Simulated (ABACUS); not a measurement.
**Geometry relaxation, with input and output: InP (part 1 of 2)**

InP (2 atoms in the cell), computed with Kohn-Sham DFT of a periodic cell, TPSS, SG15 ONCV 1.2 PBE, no spin polarisation (ABACUS 3.10.1).

The structure derives from an entry of the Crystallography Open Database.

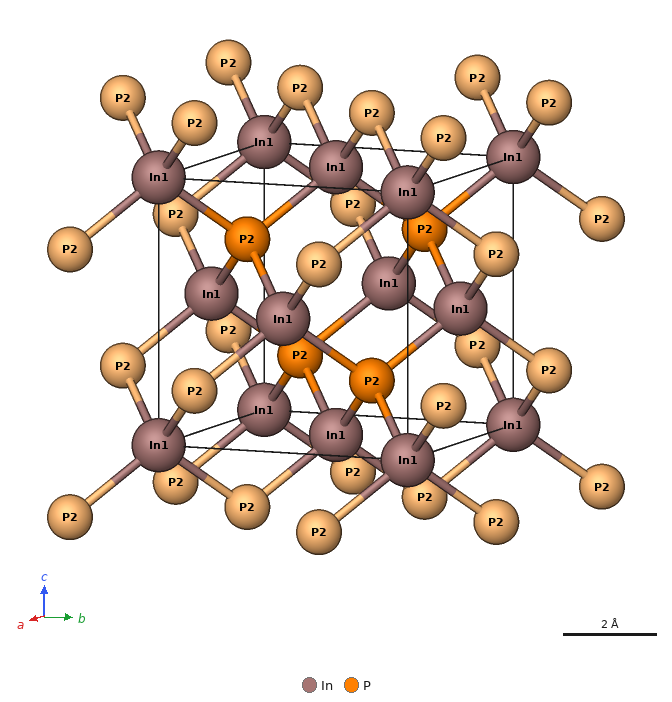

*The input geometry (ball-and-stick view of the cell 4 times as large as that of the calculation, set on its symmetry axes, seen slightly off an axis; neighbours outside the cell are drawn fainter; atoms are numbered from 1 in the order of the input).*

## The input
```python
"""ABACUS run from a structure file: ASE reads it, the script writes STRU, KPT and INPUT."""
import re
import subprocess
from ase.io import read
from ase.units import Bohr

atoms = read("POSCAR")
atoms = atoms[(-atoms.numbers).argsort(kind="stable")]  # ABACUS lists atoms element by element
pseudo = {'In': 'In_ONCV_PBE-1.2.upf', 'P': 'P_ONCV_PBE-1.2.upf'}
orbital = {}
magmoms = None
kmesh = [5, 5, 5]
params = {
    'suffix': 'InP',
    'calculation': 'cell-relax',
    'basis_type': 'pw',
    'pseudo_dir': './',
    'symmetry': 1,
    'dft_functional': 'MGGA_X_TPSS+MGGA_C_TPSS',
    'ecutwfc': 82,
    'pseudo_rcut': 10,
    'nspin': 1,
    'nbands': 13,
    'ks_solver': 'dav',
    'smearing_method': 'fd',
    'smearing_sigma': 0.00367493,
    'scf_thr': 1e-08,
    'scf_nmax': 100,
    'mixing_type': 'broyden',
    'mixing_beta': 0.7,
    'cal_force': 1,
    'cal_stress': 1,
    'mixing_tau': 1,
    'relax_nmax': 60,
    'force_thr_ev': 0.005,
    'relax_method': 'cg',
    'out_stru': 1,
    'stress_thr': 1,
    'kpar': 4,
}

symbols = atoms.get_chemical_symbols()
elements = list(dict.fromkeys(symbols))
lines = ["ATOMIC_SPECIES"] + [f"{e} {atoms.get_masses()[symbols.index(e)]:.4f} {pseudo[e]}" for e in elements]
if orbital:
    lines += ["", "NUMERICAL_ORBITAL"] + [orbital[e] for e in elements]
lines += ["", "LATTICE_CONSTANT", f"{1 / Bohr:.10f}", "", "LATTICE_VECTORS"]
lines += [" ".join(f"{x:.10f}" for x in v) for v in atoms.cell]
lines += ["", "ATOMIC_POSITIONS", "Direct"]
for e in elements:
    lines += ["", e, "0.0", str(symbols.count(e))]
    for i, p in enumerate(atoms.get_scaled_positions(wrap=False)):
        if symbols[i] == e:
            mag = "" if magmoms is None else " mag " + " ".join(str(x) for x in (magmoms[i] if isinstance(magmoms[i], list) else [magmoms[i]]))
            lines.append(" ".join(f"{x:.10f}" for x in p) + " 1 1 1" + mag)
open("STRU", "w").write("\n".join(lines) + "\n")
open("KPT", "w").write("K_POINTS\n0\nGamma\n%d %d %d 0 0 0\n" % tuple(kmesh))
open("INPUT", "w").write("INPUT_PARAMETERS\n" + "".join(f"{k:<20s}{v}\n" for k, v in params.items()))

done = subprocess.run(['mpirun', '-np', '4', 'abacus'])
if done.returncode:
    raise SystemExit(done.returncode)
log = open("OUT.InP/running_cell-relax.log").read()
print("final energy (eV):", re.findall(r"FINAL_ETOT_IS (\S+)", log))
```

## File POSCAR
```
InP
1.0
    0.0000000000      2.9305000000      2.9305000000
    2.9305000000      0.0000000000      2.9305000000
    2.9305000000      2.9305000000      0.0000000000
In P
1 1
Direct
    0.0000000000      0.0000000000      0.0000000000
    0.7500000000      0.7500000000      0.7500000000
```

## File INPUT
```
INPUT_PARAMETERS
suffix              InP
calculation         cell-relax
basis_type          pw
pseudo_dir          ./
symmetry            1
dft_functional      MGGA_X_TPSS+MGGA_C_TPSS
ecutwfc             82
pseudo_rcut         10
nspin               1
nbands              13
ks_solver           dav
smearing_method     fd
smearing_sigma      0.00367493
scf_thr             1e-08
scf_nmax            100
mixing_type         broyden
mixing_beta         0.7
cal_force           1
cal_stress          1
mixing_tau          1
relax_nmax          60
force_thr_ev        0.005
relax_method        cg
out_stru            1
stress_thr          1
kpar                4
```

## File STRU
```
ATOMIC_SPECIES
In 114.8180 In_ONCV_PBE-1.2.upf
P 30.9738 P_ONCV_PBE-1.2.upf

LATTICE_CONSTANT
1.8897261258

LATTICE_VECTORS
0.0000000000 2.9305000000 2.9305000000
2.9305000000 0.0000000000 2.9305000000
2.9305000000 2.9305000000 0.0000000000

ATOMIC_POSITIONS
Direct

In
0.0
1
0.0000000000 0.0000000000 -0.0000000000 1 1 1

P
0.0
1
0.7500000000 0.7500000000 0.7500000000 1 1 1
```

## File KPT
```
K_POINTS
0
Gamma
5 5 5 0 0 0
```

Hardware: 4 threads of Intel Xeon (Granite Rapids), 16 GiB of memory available, shared host.

Command:
```bash
OMP_NUM_THREADS=1 python run_abacus.py > log
```

## The program's output
```
ABACUS v3.10.1

               Atomic-orbital Based Ab-initio Computation at UStc

 ------------------------------------------------------------------------------------

 READING GENERAL INFORMATION
                           global_out_dir = OUT.InP/
                           global_in_card = INPUT
                               pseudo_dir = ./
                              orbital_dir =
                                    DSIZE = 4
                                    GSIZE = 1

 READING UNITCELL INFORMATION
                                    ntype = 2
                  lattice constant (Bohr) = 1.88973
              lattice constant (Angstrom) = 1

 READING ATOM TYPE 1
                               atom label = In
                      L=0, number of zeta = 1
                      L=1, number of zeta = 1
                      L=2, number of zeta = 1
             number of atom for this type = 1

 READING ATOM TYPE 2
                               atom label = P
                      L=0, number of zeta = 1
                      L=1, number of zeta = 1
                      L=2, number of zeta = 1
             number of atom for this type = 1

                        TOTAL ATOM NUMBER = 2
DIRECT COORDINATES
    atom                   x                   y                   z     mag                  vx                  vy                  vz
taud_In1            0.0000000000        0.0000000000        0.0000000000  0.0000        0.0000000000        0.0000000000        0.0000000000
taud_P1            0.7500000000        0.7500000000        0.7500000000  0.0000        0.0000000000        0.0000000000        0.0000000000

                          Volume (Bohr^3) = 339.666
                             Volume (A^3) = 50.3332

 Lattice vectors: (Cartesian coordinate: in unit of a_0)
                   +0             +2.9305             +2.9305
              +2.9305                  +0             +2.9305
              +2.9305             +2.9305                  +0
 Reciprocal vectors: (Cartesian coordinate: in unit of 2 pi/a_0)
            -0.170619           +0.170619           +0.170619
            +0.170619           -0.170619           +0.170619
            +0.170619           +0.170619           -0.170619
 The esolver type has been set to : ksdft_pw

                PAO radial cut off (Bohr) = 10

 Read in pseudopotential file is In_ONCV_PBE-1.2.upf
                     pseudopotential type = NC
          exchange-correlation functional = PBE
                 nonlocal core correction = 0
                        valence electrons = 13
                                     lmax = 2
                           number of zeta = 0
                     number of projectors = 6
                           L of projector = 0
                           L of projector = 0
                           L of projector = 1
                           L of projector = 1
                           L of projector = 2
                           L of projector = 2
 XC functional updated to : MGGA_X_TPSS+MGGA_C_TPSS
          exchange-correlation functional = MGGA_X_TPSS+MGGA_C_TPSS
                PAO radial cut off (Bohr) = 10

 Read in pseudopotential file is P_ONCV_PBE-1.2.upf
                     pseudopotential type = NC
          exchange-correlation functional = PBE
                 nonlocal core correction = 0
                        valence electrons = 5
                                     lmax = 1
                           number of zeta = 0
                     number of projectors = 4
                           L of projector = 0
                           L of projector = 0
                           L of projector = 1
                           L of projector = 1
 XC functional updated to : MGGA_X_TPSS+MGGA_C_TPSS
          exchange-correlation functional = MGGA_X_TPSS+MGGA_C_TPSS
     initial pseudo atomic orbital number = 0

 SETUP THE ELECTRONS NUMBER
            electron number of element In = 13
      total electron number of element In = 13
             electron number of element P = 5
       total electron number of element P = 5
            AUTOSET number of electrons:  = 18
                           occupied bands = 9
                                   NBANDS = 13
                                   NLOCAL = 18

%%%%%%%%%%%%%%%%%%%%%%%%%%%%%%%%%%%%%%%%%%%%%%%%%%%%%%%%%%%%%%%%%%%%%%%%%%%%%%%%%%%%%%%%%%%%%%%%%%%%%%%%%%
 Warning: the number of valence electrons in pseudopotential > 3 for In: [Kr] 4d10 5s2 5p1
 Pseudopotentials with additional electrons can yield (more) accurate outcomes, but may be less efficient.
 If you're confident that your chosen pseudopotential is appropriate, you can safely ignore this warning.
%%%%%%%%%%%%%%%%%%%%%%%%%%%%%%%%%%%%%%%%%%%%%%%%%%%%%%%%%%%%%%%%%%%%%%%%%%%%%%%%%%%%%%%%%%%%%%%%%%%%%%%%%%

 SETUP THE PLANE WAVE BASIS
 energy cutoff for charge/potential (unit:Ry) = 328
            fft grid for charge/potential = [ 45, 45, 45 ]
                        fft grid division = [ 1, 1, 1 ]
        big fft grid for charge/potential = [ 45, 45, 45 ]
                                     nbxx = 91125
                                     nrxx = 91125

 SETUP PLANE WAVES FOR CHARGE/POTENTIAL
                    number of plane waves = 34327
                         number of sticks = 1393

 PARALLEL PW FOR CHARGE/POTENTIAL
     PROC   COLUMNS(POT)             PW
        1           1393          34327
 --------------- sum -------------------
        1           1393          34327
                            number of |g| = 342
                                  max |g| = 29.6641
                                  min |g| = 0

----------- Double Check Mixing Parameters Begin ------------
mixing_type: broyden
mixing_beta: 0.7
mixing_gg0: 1
mixing_gg0_min: 0.1
mixing_ndim: 8
----------- Double Check Mixing Parameters End ------------

 LATTICE VECTORS: (CARTESIAN COORDINATE: IN UNIT OF A0)
                   +0             +2.9305             +2.9305
              +2.9305                  +0             +2.9305
              +2.9305             +2.9305                  +0
                       right hand lattice = 1
                                   NORM_A = 4.14435
                                   NORM_B = 4.14435
                                   NORM_C = 4.14435
                           ALPHA (DEGREE) = 60
                           BETA  (DEGREE) = 60
                           GAMMA (DEGREE) = 60

 The lattice vectors have been changed (STRU_SIMPLE.cif)

(for optimal symmetric configuration:)
                             BRAVAIS TYPE = 3
                     BRAVAIS LATTICE NAME = 03. Cubic F (face-centered)
                                    ibrav = 3
                                    IBRAV = 3
                                  BRAVAIS = FACE CENTERED CUBIC
                       LATTICE CONSTANT A = 5.861
Original cell was already a primitive cell.
                        ROTATION MATRICES = 48
              PURE POINT GROUP OPERATIONS = 24
                   SPACE GROUP OPERATIONS = 24
                                       C2 = 3
                                       C3 = 8
                                       C4 = 0
                                       C6 = 0
                                       S1 = 6
                                       S3 = 0
                                       S4 = 6
                                       S6 = 0
                              POINT GROUP = T_d
                                       C2 = 3
                                       C3 = 8
                                       C4 = 0
                                       C6 = 0
                                       S1 = 6
                                       S3 = 0
                                       S4 = 6
                                       S6 = 0
               POINT GROUP IN SPACE GROUP = T_d

 SETUP K-POINTS
                                    nspin = 1
                   Input type of k points = Monkhorst-Pack(Gamma)
                                   nkstot = 125
                       right hand lattice = 1
(for reciprocal lattice: )
                             BRAVAIS TYPE = 2
                     BRAVAIS LATTICE NAME = 02. Cubic I (body-centered)
                                    ibrav = 2
                       right hand lattice = 1
(for k-lattice: )
                             BRAVAIS TYPE = 2
                     BRAVAIS LATTICE NAME = 02. Cubic I (body-centered)
                                    ibrav = 2
                       right hand lattice = 1
                        ROTATION MATRICES = 48
                               nkstot_ibz = 10
K-POINTS REDUCTION ACCORDING TO SYMMETRY
     IBZ    DIRECT_X    DIRECT_Y    DIRECT_Z  WEIGHT  ibz2bz
       1  0.00000000  0.00000000  0.00000000  0.0080       0
       2  0.20000000  0.20000000  0.20000000  0.0640       1
       3  0.40000000  0.40000000  0.40000000  0.0640       2
       4  0.20000000  0.20000000  0.00000000  0.0480       6
       5  0.40000000  0.40000000  0.20000000  0.1920       7
       6 -0.40000000  0.40000000  0.40000000  0.1920       8
       7  0.40000000  0.20000000  0.20000000  0.0960       9
       8  0.40000000  0.40000000  0.00000000  0.0480      12
       9 -0.20000000  0.40000000  0.40000000  0.0960      13
      10 -0.40000000  0.40000000  0.20000000  0.1920      38

                               nkstot now = 10
[... K-POINTS DIRECT COORDINATES: 10 rows ...]

           k-point number in this process = 3
       minimum distributed K point number = 2
[... stars of the k points ...]

[... K-POINTS CARTESIAN COORDINATES: 3 rows ...]

[... K-POINTS DIRECT COORDINATES: 3 rows ...]

 SETUP PLANE WAVES FOR WAVE FUNCTIONS
     energy cutoff for wavefunc (unit:Ry) = 82
              fft grid for wave functions = [ 45, 45, 45 ]
                    number of plane waves = 4909
                         number of sticks = 379

 PARALLEL PW FOR WAVE FUNCTIONS
     PROC   COLUMNS(POT)             PW
        1            379           4909
 --------------- sum -------------------
        1            379           4909

 SETUP NONLOCAL PSEUDOPOTENTIALS IN PLANE WAVE BASIS
 In non-local projectors:
 projector 1 L=0
 projector 2 L=0
 projector 3 L=1
 projector 4 L=1
 projector 5 L=2
 projector 6 L=2
 P non-local projectors:
 projector 1 L=0
 projector 2 L=0
 projector 3 L=1
 projector 4 L=1
      TOTAL NUMBER OF NONLOCAL PROJECTORS = 26

 Init Non-Local PseudoPotential table :
 Init Non-Local-Pseudopotential done.

                                     npwx = 4285

 -------------------------------------------
 STEP OF RELAXATION : 1
 -------------------------------------------
                                 init_chg = atomic

 PW ALGORITHM --------------- ION=   1  ELEC=   1--------------------------------
 Notice: Threshold on eigenvalues was too large.
 hsover_error=0.18 > DRHO=0.130209
 Origin diag ethr = 0.01
 New diag ethr = 0.000723383

 Density error is 0.122826115848
                          Error Threshold = 0.000723382567801
----------------------------------------------------------
     Energy           Rydberg                 eV
----------------------------------------------------------
 E_KohnSham     -117.5297612041      -1599.0744369556
 E_Harris       -118.6620465171      -1614.4799689730
 E_Fermi        0.5529335962         7.5230475240
----------------------------------------------------------

 PW ALGORITHM --------------- ION=   1  ELEC=   2--------------------------------

 Density error is 0.0102498671532
                          Error Threshold = 0.000682367310266
----------------------------------------------------------
     Energy           Rydberg                 eV
----------------------------------------------------------
 E_KohnSham     -117.5856931016      -1599.8354294611
 E_Harris       -116.8457786361      -1589.7683766976
 E_Fermi        0.5809485258         7.9042101949
----------------------------------------------------------

 PW ALGORITHM --------------- ION=   1  ELEC=   3--------------------------------

 Density error is 0.00130474146604
                          Error Threshold = 5.69437064067e-05
----------------------------------------------------------
     Energy           Rydberg                 eV
----------------------------------------------------------
 E_KohnSham     -117.5893668323      -1599.8854131314
 E_Harris       -117.4602130525      -1598.1281858077
 E_Fermi        0.5835470119         7.9395644127
----------------------------------------------------------

 PW ALGORITHM --------------- ION=   1  ELEC=   4--------------------------------

 Density error is 0.000162011856406
                          Error Threshold = 7.24856370022e-06
----------------------------------------------------------
     Energy           Rydberg                 eV
```
